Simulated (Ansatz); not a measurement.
# AlN (4H polytype) (P6_3mc): how G0W0 depends on its starting point

How much of the starting functional survives in the G0W0 gap of AlN (4H polytype) (P6_3mc)?

Program: Ansatz 0.2.0. Level of theory: G0W0 on several functionals, plane waves, PAW. Results are calculated unless marked as measured.

In doubt: masses and optical values from hybrid runs of this build are listed as unsure (steps 3, 4), which bears on the screening that GW takes from such a start.

**1. Set-up**

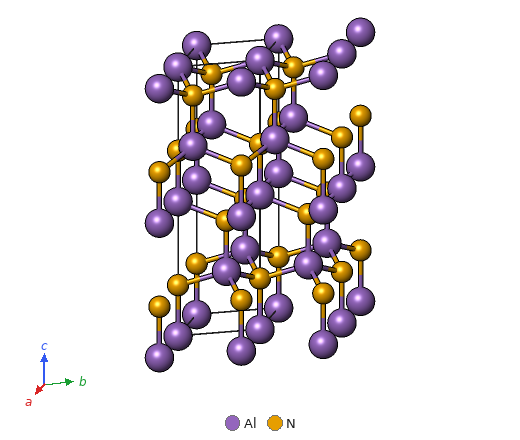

The cell as given, slightly off an axis (aluminium purple, nitrogen orange). 2×2×1 cells are drawn. Bonds to atoms that aren't drawn are left out. Some periodic images of atoms are drawn too.

Structure file:

```xyz
8
Lattice="3.1202 0.0000 0.0000 -1.5601 2.7022 0.0000 0.0000 0.0000 10.1102" Properties=species:S:1:pos:R:3 pbc="T T T"
Al    0.0000    0.0000   -0.0126
Al    0.0000    1.8015    2.5258
Al    0.0000    0.0000    5.0425
Al    1.5601    0.9007    7.5809
N     0.0000    0.0000    1.9029
N     0.0000    1.8015    4.4304
N     0.0000    0.0000    6.9580
N     1.5601    0.9007    9.4855
```

The structure was relaxed with PBE. The runs that relaxed it are not among those shown.

**2. G0W0 on PBE**

G0W0 replaces the xc potential by the self-energy, built once from these orbitals. Only a window of levels is corrected, while the sums run over the empty bands that the input names. This step takes PAW set soft_1 files.

This step: G0W0 on PBE, plane waves, PAW; PAW set soft_1.

input.yaml

```yaml
crystal:
  lattice:
    - [3.1202290047, 0.0, 0.0]
    - [-1.5601145023, 2.7021975837, 0.0]
    - [0.0, 0.0, 10.1102215084]
  atoms:
    - { symbol: Al, position: [0.0, 0.0, -0.0012500118] }
    - { symbol: Al, position: [0.3333333333, 0.6666666667, 0.2498254965] }
    - { symbol: Al, position: [0.0, 0.0, 0.4987499882] }
    - { symbol: Al, position: [0.6666666667, 0.3333333333, 0.7498254965] }
    - { symbol: "N", position: [0.0, 0.0, 0.1882176634] }
    - { symbol: "N", position: [0.3333333333, 0.6666666667, 0.4382068519] }
    - { symbol: "N", position: [0.0, 0.0, 0.6882176634] }
    - { symbol: "N", position: [0.6666666667, 0.3333333333, 0.9382068519] }
kpoints:
  mp_grid: { grid: [6, 6, 2] }
hamiltonian:
  xc: pbe
  pseudopotentials: { kind: paw, azcp: { folder: soft_1 } }
scf:
  occupations: { method: fixed }
gw:
  n_empty_bands: 254
  ecut_chi: 120.0
  qp_bands: [v2, c2]
  qp_kpoints: band_edges
  screening: { model: contour_deformation }
```

The run is started by

```sh
$ ansatz run input.yaml --threads 4 --pin off --max-ram 17510MiB --backend cpu --events-out ev --progress --plain --runs-dir out
```

Numbers of over 12 decimals in the logs are rounded to 6 here.

Output:

```text
Engine: ansatz 0.2.0, aarch64-unknown-linux-gnu
Pseudopotentials: kind: paw
Pseudopotential: Al, paw, valence charge 3, recommended cutoff 420 eV (normal), soft_1/Al.paw.azcp
Pseudopotential: N, paw, valence charge 5, recommended cutoff 420 eV (normal), soft_1/N.paw.azcp
Functional definition: PBE
  parameter kappa = 0.804
  parameter beta = 0.066725
  exchange = pbe_x(kappa = kappa, mu = beta*pi^2/3)
  correlation = pbe_c(beta = beta)
Crystal: 8 atoms, lattice volume = 85.244 Å³
Basis set: ecut = 420 eV, 1653 PW (Γ)
Bands: 24, of which v1, the nominal top of the filled ones, is band 16 counted from 1 (15 counted from 0)
Symmetry: 12 space group operations
Space group: P63mc (ITA 186), of the structure as read, at distance tolerance 4.4e-5 Å
k-points: 14 of 72
Non-local potential: Al, projectors of the file, l = 0: 2, l = 1: 2, l = 2: 1
Non-local potential: N, projectors of the file, l = 0: 2, l = 1: 2, l = 2: 1
PAW form: soft (Blöchl's): semilocal exchange-correlation on the pseudo side does not see the compensation charge
PAW one-centre angular grid: Al, 110 points (default); XC on 64 Gauss nodes
PAW one-centre angular grid: N, 110 points (default); XC on 64 Gauss nodes
Initial density: superposition of atomic densities (chi_scale 0.1, normalization cell, long waves kept (reshape's long-wave potential 0.00 eV rms))
Initial wavefunctions: pseudopotential atomic-orbital guess
Functional: x = pbe(κ = 0.804, μ = 0.219515), c = pbe(β = 0.066725)
SCF iter   1: F=—  HF=-3702.560461 eV  |F-HF|=—  |Δ(HF+E_count)|=         —  Δρ=1.35e-1  dr2=1.93e1  ethr=3.10e-3  ⟨swp⟩=4.4  Hψ=1397  notcnv=0  defer=82
preconditioner: auto → none  [insulator: Δε(μ)=5.254 eV  Ē_g=14.145 eV  n_scr=6 (ndim 8)  ℏωp=22.8 eV  f_vac=0.000  ε∞_Penn≈3.6]
SCF iter   2: F=—  HF=-3697.833567 eV  |F-HF|=—  |Δ(HF+E_count)|=    4.73e0  Δρ=7.73e-2  dr2=3.09e0  ethr=3.10e-3  ⟨swp⟩=3.1  Hψ=872  notcnv=0  defer=78
SCF iter   3: F=—  HF=-3696.970677 eV  |F-HF|=—  |Δ(HF+E_count)|=   8.63e-1  Δρ=2.31e-2  dr2=2.32e-1  ethr=3.10e-3  ⟨swp⟩=2.0  Hψ=695  notcnv=0  defer=78
SCF iter   4: F=—  HF=-3696.946061 eV  |F-HF|=—  |Δ(HF+E_count)|=   2.46e-2  Δρ=1.62e-3  dr2=1.51e-3  ethr=7.26e-4  ⟨swp⟩=2.0  Hψ=320  notcnv=0  defer=84
SCF iter   5: F=—  HF=-3696.945678 eV  |F-HF|=—  |Δ(HF+E_count)|=   3.84e-4  Δρ=8.25e-4  dr2=2.99e-4  ethr=4.72e-6  ⟨swp⟩=2.0  Hψ=504  notcnv=0  defer=84
SCF iter   6: F=—  HF=-3696.945605 eV  |F-HF|=—  |Δ(HF+E_count)|=   7.26e-5  Δρ=3.09e-4  dr2=2.98e-5  ethr=9.34e-7  ⟨swp⟩=2.1  Hψ=463  notcnv=0  defer=79
SCF iter   7: F=—  HF=-3696.945617 eV  |F-HF|=—  |Δ(HF+E_count)|=   1.22e-5  Δρ=6.58e-5  dr2=5.84e-6  ethr=9.30e-8  ⟨swp⟩=2.0  Hψ=504  notcnv=0  defer=46
SCF iter   8: F=—  HF=-3696.945617 eV  |F-HF|=—  |Δ(HF+E_count)|=   5.74e-7  Δρ=1.64e-5  dr2=1.03e-7  ethr=1.83e-8  ⟨swp⟩=2.0  Hψ=450  notcnv=0  defer=46
SCF iter   9: F=-3696.945617 eV  HF=-3696.945617 eV  |F-HF|=6.95e-10  |Δ(HF+E_count)|=   1.21e-7  Δρ=2.30e-6  dr2=3.13e-9  ethr=3.13e-10  ⟨swp⟩=9.5  Hψ=1484  notcnv=0
SCF 1 converged in 9 iterations: F = -3696.945617 eV  dr2 = 3.13e-9
  greatest PAW one-centre occupation: 0.788 electrons in one spin orbital (limit 2), on the N atom at site 7 (counted from 0), in its partial waves of l = 0
NSCF: frozen V_eff on 14 k-points
G₀W₀ screening: q 1/14
[... further progress lines ...]
SCF converged after 9 iterations
Free energy (F): -3696.945617 eV
Harris-Foulkes:  -3696.945617 eV  (|F-HF|=6.95e-10)
Internal energy: -3696.945617 eV  (E = F + TS)
E sigma→0 (E₀):  -3696.945617 eV
Fermi energy:    6.816689 eV
--- Per-component energies (eV) ---
  E_band       = 55.213223
  E_kinetic    = 623.252455
  E_local      = -846.945539  (includes V_loc(G=0)·N_el)
  E_nonlocal   = 177.770837
  E_hartree    = 311.835636
  E_xc         = -395.199664
  E_vxc        = -426.643726  (∫ρ·V_xc dr)
  E_paw        = -2390.999557  (= ΣΔE_a)
  E_vpaw       = -95.895380  (= ΣTr[D̂ρ^β])
  E_aug_tail   = 0.003493  (compensation charges beyond the density's cutoff)
  E_ewald      = -1176.663278
  E_smearing   = -0.000000  (= −TS)
  E_closure    = 0.000000  (closes the sum)
  Σ components = -3696.945617   (vs F -3696.945617, Δ=0.00e0)
--- Band table (eV; the first three rows and the last of 14) ---
  k-point 0: bands = [... 12 lower, 6.4740, 6.7284, 6.7284, 6.8167, 10.8232, 12.9699, 13.2506, 13.6774, ... 4 higher]
  k-point 1: bands = [... 12 lower, 6.6431, 6.6431, 6.6431, 6.6431, 11.7815, 11.7815, 13.6575, 13.6575, ... 4 higher]
  k-point 2: bands = [... 12 lower, 6.1682, 6.2058, 6.6530, 6.6760, 12.1379, 13.3229, 13.6612, 14.7705, ... 4 higher]
  k-point 13: bands = [... 12 lower, 5.4161, 5.4161, 5.5604, 5.5604, 12.4155, 12.4155, 14.3742, 14.3742, ... 4 higher]
--- G₀W₀: contour deformation, 6 samples at zero and on the imaginary axis and 1 off it, 72 q-points, 254 empty bands' worth ---
  eigenvalues of the whole cell's RPA ε∞ on this k-mesh (on a slab, of 1 + 4πα/V) = 4.3473, 4.3473, 4.4206; static W/v taken at q = 0 is 0.228943
  gw.qp_kpoints: band_edges: 11 of 14 stored k-points solved, in 1 pass; an edge of the gap read off the rows below is read off those points alone
    valence top: of the k-points left out ik 11 came nearest to being solved in a further pass, in band 15 (counted from 1, as in the quasiparticle table): it holds the edge there only if its correction is more favourable than any solved in that band by at least 0.841 eV; those differ by 0.185 eV
    conduction bottom: of the k-points left out ik 10 came nearest to being solved in a further pass, in band 17 (counted from 1, as in the quasiparticle table): it holds the edge there only if its correction is more favourable than any solved in that band by at least 1.046 eV; those differ by 0.381 eV
    ik  band        ε_KS         Σx   Σc(E_QP)       V_xc       Z   E_QP_lin       E_QP  E_QP is
     0    15      6.7284   -21.6336     3.2143   -17.6203  0.7791     5.9232     5.9294  root
     0    16      6.8167   -21.6190     3.1706   -17.6671  0.7793     6.0296     6.0355  root
     0    17     10.8232    -9.8066    -3.8078   -14.3866  0.8147    11.5995    11.5954  root
     0    18     12.9699    -9.4407    -4.2739   -14.6281  0.8044    13.8908    13.8834  root
     1    15      6.6431   -21.6340     3.2417   -17.5806  0.7787     5.8248     5.8313  root
     1    16      6.6431   -21.6340     3.2417   -17.5806  0.7787     5.8248     5.8313  root
     1    17     11.7815   -10.2032    -3.8799   -14.9244  0.8079    12.6280    12.6227  root
     1    18     11.7815   -10.2032    -3.8799   -14.9244  0.8079    12.6280    12.6227  root
     2    15      6.6530   -21.7082     3.2463   -17.6538  0.7786     5.8385     5.8449  root
     2    16      6.6760   -21.6046     3.2126   -17.5901  0.7786     5.8677     5.8740  root
     2    17     12.1379   -10.1814    -3.9545   -15.0043  0.8058    13.0123    13.0064  root
     2    18     13.3229    -8.5025    -4.3633   -13.7241  0.8023    14.1883    14.1812  root
     3    15      6.5100   -21.6380     3.2765   -17.5318  0.7780     5.6734     5.6803  root
     3    16      6.5100   -21.6380     3.2765   -17.5318  0.7780     5.6734     5.6803  root
     3    17     12.5986    -9.7946    -4.0893   -14.7662  0.8038    13.4875    13.4810  root
     3    18     12.5986    -9.7946    -4.0893   -14.7662  0.8038    13.4875    13.4810  root
     4    15      6.2297   -21.3798     3.2957   -17.2209  0.7770     5.3586     5.3665  root
     4    16      6.3924   -21.6766     3.3136   -17.5180  0.7774     5.5401     5.5474  root
     4    17     11.8284    -6.3934    -4.0894   -11.0750  0.8217    12.4234    12.4206  root
     4    18     12.1665    -6.6271    -4.1413   -11.4009  0.8205    12.8022    12.7989  root
     5    15      6.1839   -21.5476     3.3506   -17.3218  0.7766     5.3007     5.3088  root
     5    16      6.1839   -21.5476     3.3506   -17.3218  0.7766     5.3007     5.3088  root
     5    17     12.1188    -6.6560    -4.1267   -11.4109  0.8190    12.7501    12.7469  root
     5    18     12.1188    -6.6560    -4.1267   -11.4109  0.8190    12.7501    12.7469  root
[...]
9    15      6.3401   -21.5648     3.3006   -17.4133  0.7772     5.4818     5.4893  root
     9    16      6.3401   -21.5648     3.3006   -17.4133  0.7772     5.4818     5.4893  root
     9    17     13.1771    -7.8610    -4.3313   -12.9899  0.8052    13.9808    13.9748  root
     9    18     13.1771    -7.8610    -4.3313   -12.9899  0.8052    13.9808    13.9748  root
    12    15      5.3508   -20.7830     3.4309   -16.3686  0.7739     4.3558     4.3672  root
    12    16      6.0732   -21.5876     3.3521   -17.3619  0.7757     5.1915     5.1997  root
    12    17     12.6575    -6.2573    -4.2074   -11.0925  0.8157    13.2887    13.2853  root
    12    18     12.6575    -6.2573    -4.2074   -11.0925  0.8157    13.2887    13.2853  root
```

Run time: 86 s. Hardware: 4 threads of Arm Neoverse V1, shared host; peak memory 1.2 GiB; 5.6 min of CPU time.

The column dr2 measures how far the density is from self-consistency, as an energy; F and HF (Harris–Foulkes) agree once it is small.

This step gave:

| Property | Result |
| --- | --- |
| bands summed | 270 |
| RPA ε∞ on this mesh (eigenvalues) | 4.347, 4.347, 4.421 |
| plane waves in the screening matrix | 265 |
| q-points in the mesh | 72 |
| G0W0 gap on the mesh | 5.296 eV |
| k of the valence top | 0, 0, 0 |
| k of the conduction bottom | 0, -0.5, 0 |
| starting gap on the mesh | 4.007 eV |
| Z at the valence top | 0.7793 |
| Z at the conduction bottom | 0.8283 |
| least direct G0W0 gap on the computed points | 5.560 eV |

The gap on the mesh goes from 4.01 eV to 5.30 eV, a correction of +1.29 eV. Between the two edge states, bare exchange in place of the xc potential would open the gap by 8.37 eV, and correlation takes back 7.09 eV.

**3. G0W0 on HSE06**

The same correction from a different start measures what one shot leaves open.

This step: G0W0 on HSE06, plane waves, PAW; PAW set soft_1.

Edit input.yaml of step 2 so:

```diff
@@ -17,3 +17,3 @@
 hamiltonian:
-  xc: pbe
+  xc: hse06
   pseudopotentials: { kind: paw, azcp: { folder: soft_1 } }
```

Output:

```text
[...]
davidson cushion auto → on  (no smearing: the cushion is to keep the highest requested band from converging to the state above it; pin scf.eigensolver.cushion to override)
Crystal: 8 atoms, lattice volume = 85.244 Å³
Basis set: ecut = 420 eV, 1653 PW (Γ)
Bands: 24, of which v1, the nominal top of the filled ones, is band 16 counted from 1 (15 counted from 0)
[... 1 set-up line as in the run before ...]
[...]
k-points: 14 of 72
[...]
SCF iter   1: F=—  HF=-3702.552861 eV  |F-HF|=—  |Δ(HF+E_count)|=         —  Δρ=1.36e-1  dr2=1.94e1  ethr=1.00e-1  ⟨swp⟩=4.9  Hψ=1293  notcnv=0
[...]
SCF iter   5: F=-3696.926669 eV  HF=-3696.927599 eV  |F-HF|=9.31e-4  |Δ(HF+E_count)|=   1.18e-3  Δρ=1.81e-3  dr2=1.28e-3  ethr=1.77e-5  ⟨swp⟩=4.9  Hψ=1016  notcnv=0  defer=3
SCF 1 stopped early in 5 iterations: F = -3696.926669 eV  dr2 = 1.28e-3
[...]
Exchange kernel: α = 0.2500, screened, ω = 0.2079 Å⁻¹, Wigner–Seitz truncation, v(0) = 1043.5021 eV·Å³, q-mesh 6×6×2, nearest image of the exchange supercell L = 18.72 Å, pair-density grid 15×15×48, without the augmentation charges, whose exchange is taken in its separable form by FFT convolution over the k-point mesh (sized by the pseudopotential files, 20×20×72 at the most), smooth part of the exact exchange by density-matrix convolution
Frozen-core exchange: fock
SCF iter   1: F=—  HF=-3698.728992 eV  |F-HF|=—  |Δ(HF+E_count)|=         —  Δρ=4.90e-3  dr2=1.47e-2  ethr=3.99e-5  ⟨swp⟩=7.3  Hψ=1575  notcnv=0
[...]
Frozen-core exchange: fock
[...]
Internal energy: -3698.733624 eV  (E = F + TS)
E sigma→0 (E₀):  -3698.733624 eV
Fermi energy:    5.901933 eV
[...]
--- Band table (eV; the first three rows and the last of 14) ---
  k-point 0: bands = [... 12 lower, 5.5238, 5.8035, 5.8035, 5.9019, 11.2581, 13.5266, 13.8197, 14.2453, ... 1 higher]
  k-point 1: bands = [... 12 lower, 5.7096, 5.7096, 5.7096, 5.7096, 12.2475, 12.2475, 14.2361, 14.2361, ... 1 higher]
  k-point 2: bands = [... 12 lower, 5.1902, 5.2317, 5.7199, 5.7484, 12.6251, 13.8683, 14.2379, 15.4136, ... 1 higher]
  k-point 13: bands = [... 12 lower, 4.3925, 4.3925, 4.5289, 4.5289, 12.8339, 12.8339, 14.9619, 14.9619, ... 1 higher]
  guard bands above this table: 3 of the run's 24 bands. The solve was not asked for them (output.publish_guard_bands: true or output.eigenvalues: true publishes all)
[...]
0    15      5.8035   -21.6422     2.9120   -18.4801  0.8068     5.5529     5.5533  root
     0    16      5.9019   -21.6317     2.8784   -18.5136  0.8070     5.6618     5.6622  root
     0    17     11.2581    -9.3988    -3.6967   -13.6997  0.8381    11.8643    11.8624  root
     0    18     13.5266    -9.0457    -4.0645   -13.7630  0.8296    14.1823    14.1795  root
     1    15      5.7096   -21.6407     2.9330   -18.4504  0.8064     5.4519     5.4524  root
     1    16      5.7096   -21.6407     2.9330   -18.4504  0.8064     5.4519     5.4524  root
     1    17     12.2475    -9.7089    -3.7641   -14.1167  0.8326    12.8935    12.8911  root
     1    18     12.2475    -9.7089    -3.7641   -14.1167  0.8326    12.8935    12.8911  root
[...]
12    15      4.3180   -20.8816     3.0818   -17.4399  0.8022     3.9569     3.9580  root
    12    16      5.0919   -21.5946     3.0194   -18.2845  0.8039     4.8006     4.8013  root
    12    17     13.0892    -5.9176    -4.0058   -10.3768  0.8398    13.5439    13.5425  root
    12    18     13.0892    -5.9176    -4.0058   -10.3768  0.8398    13.5439    13.5425  root
[key lines of the parts left out:]
Free energy (F): -3698.733624 eV
```

Elapsed: 3.9 min, on 4 threads; peak memory 1.6 GiB.

This step gave:

| Quantity | Value |
| --- | --- |
| bands summed | 270 |
| RPA ε∞ on this mesh (eigenvalues) | 3.647, 3.647, 3.701 |
| plane waves in the screening matrix | 265 |
| q-points in the mesh | 72 |
| G0W0 gap on the mesh | 5.913 eV |
| k of the valence top | 0, 0, 0 |
| k of the conduction bottom | 0, -0.5, 0 |
| starting gap on the mesh | 5.266 eV |
| Z at the valence top | 0.8070 |
| Z at the conduction bottom | 0.8501 |
| least direct G0W0 gap on the computed points | 6.200 eV |

Against the run with 6×6×2 mesh, 254 empty bands, screening to 120 eV, PAW set soft_1 files on PBE, the gap moves by +0.62 eV, while the start moved by +1.26 eV.

**4. G0W0 on PBE0**

This step: G0W0 on PBE0, plane waves, PAW; PAW set soft_1.

Edit input.yaml of step 3 so:

```diff
@@ -17,3 +17,3 @@
 hamiltonian:
-  xc: hse06
+  xc: pbe0
   pseudopotentials: { kind: paw, azcp: { folder: soft_1 } }
```

Output:

```text
[...]
Crystal: 8 atoms, lattice volume = 85.244 Å³
Basis set: ecut = 420 eV, 1653 PW (Γ)
Bands: 24, of which v1, the nominal top of the filled ones, is band 16 counted from 1 (15 counted from 0)
[... 1 set-up line as in the run before ...]
[...]
k-points: 14 of 72
[...]
SCF iter   1: F=—  HF=-3702.556115 eV  |F-HF|=—  |Δ(HF+E_count)|=         —  Δρ=1.36e-1  dr2=1.94e1  ethr=1.00e-1  ⟨swp⟩=4.9  Hψ=1293  notcnv=0
[...]
1    17     12.6011    -9.6899    -3.6724   -13.7562  0.8410    12.9958    12.9950  root
     1    18     12.6011    -9.6899    -3.6724   -13.7562  0.8410    12.9958    12.9950  root
[...]
12    15      3.9198   -20.8956     2.9593   -17.8528  0.8124     3.8363     3.8363  root
    12    16      4.7020   -21.6014     2.9025   -18.6828  0.8137     4.6859     4.6859  root
    12    17     13.4573    -5.8984    -3.9014    -9.9925  0.8482    13.6501    13.6499  root
    12    18     13.4573    -5.8984    -3.9014    -9.9925  0.8482    13.6501    13.6499  root
[key lines of the parts left out:]
Free energy (F): -3699.670898 eV
Fermi energy:    5.518610 eV
```

Run time: 2.7 min. Hardware: 4 threads; peak memory 1.6 GiB.

This step gave:

```yaml
bands_summed: 270
rpa_eps_infinity_on_this_mesh_eigenvalues: 3.462, 3.462, 3.510
plane_waves_in_the_screening_matrix: 265
g0w0_gap_on_the_mesh: 6.117 eV
k_of_the_valence_top: 0, 0, 0
k_of_the_conduction_bottom: 0, -0.5, 0
starting_gap_on_the_mesh: 6.002 eV
least_direct_g0w0_gap_on_the_computed_points: 6.408 eV
```

Against the run with 6×6×2 mesh, 254 empty bands, screening to 120 eV, PAW set soft_1 files on HSE06, the gap moves by +0.20 eV, while the start moved by +0.74 eV.

**5. Side by side**

All on the 6×6×2 mesh with 254 empty bands and screening to 120 eV. Times are wall times on 4 threads of Arm Neoverse V1, shared host, good to a factor of about two.

| start | starting gap (eV) | shift (eV) | G0W0 gap (eV) | RPA ε∞ (harmonic mean) | Z (valence, conduction) | time |
| --- | --- | --- | --- | --- | --- | --- |
| PBE | 4.01 | +1.29 | 5.30 | 4.37 | 0.78, 0.83 | 86 s |
| HSE06 | 5.27 | +0.65 | 5.91 | 3.66 | 0.81, 0.85 | 3.9 min |
| PBE0 | 6.00 | +0.12 | 6.12 | 3.48 | 0.82, 0.86 | 2.7 min |

The parts of the quasiparticle energy at the two band edges (eV; QP = start + Σx + Σc − Vxc):

| run | edge | start | Σx | Σc | Vxc | Z | QP |
| --- | --- | --- | --- | --- | --- | --- | --- |
| PBE | valence top | 6.82 | -21.62 | 3.17 | -17.67 | 0.78 | 6.04 |
| PBE | conduction bottom | 10.83 | -6.02 | -3.92 | -10.43 | 0.83 | 11.33 |
| HSE06 | valence top | 5.90 | -21.63 | 2.88 | -18.51 | 0.81 | 5.66 |
| HSE06 | conduction bottom | 11.17 | -5.77 | -3.76 | -9.94 | 0.85 | 11.58 |
| PBE0 | valence top | 5.52 | -21.64 | 2.77 | -18.91 | 0.82 | 5.55 |
| PBE0 | conduction bottom | 11.52 | -5.76 | -3.67 | -9.58 | 0.86 | 11.67 |

For a hybrid start, Vxc holds its share of exact exchange.

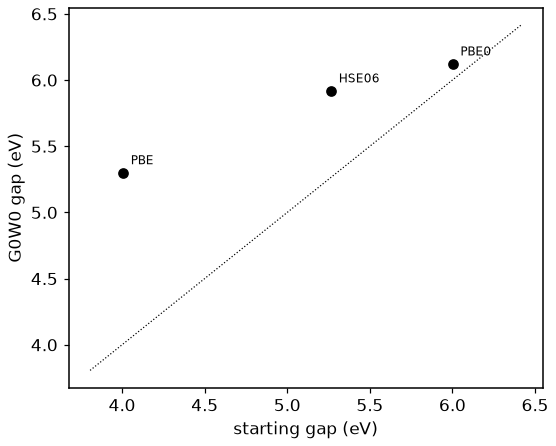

G0W0 gap against starting gap; on the dotted line the correction would vanish.

**6. Summary of results**

```yaml
g0w0_pbe: 5.30 eV (start 4.01 eV)
g0w0_hse06: 5.91 eV (start 5.27 eV)
g0w0_pbe0: 6.12 eV (start 6.00 eV)
known_limits: not at the basis limit
```

What this shows: The starting gaps span 2.00 eV and the G0W0 gaps 0.82 eV. Between PBE and PBE0, 0.82 eV of the 2.00 eV survives, 41 %. PBE0 screens less than PBE (ε∞ 3.48 against 4.37). Of the 0.82 eV by which its G0W0 gap is higher, the correlation part gives +0.64 eV, and exchange with the one-particle terms, which follow the orbitals, +0.18 eV. The smallest correction, +0.12 eV, is on PBE0, the start nearest to reproducing itself. Bands and cutoff are finite, so the gap is not at the basis limit. The miss can reach some tenths of an eV and take either sign; the mesh is an error of its own.

[Paths, hosts, dates, memory and timing lines, banners, echoed tables and standing remarks are left out of the program output.]

[Logs are printed without paths, hosts, clocks, repeated set-up lines and the standing remarks that a program may print on its own settings, such as how far it seeks lower states.]

[Runs of the session that timed out or met a known fault of the program may be left out.]

[Cells called generated may have been cut or substituted from an entry of the Crystallography Open Database or the Materials Project.]

[Hosts, paths, dates, database ids (printed as entryN), source tags and the programs' standing remarks are cut or masked in the printed files.]
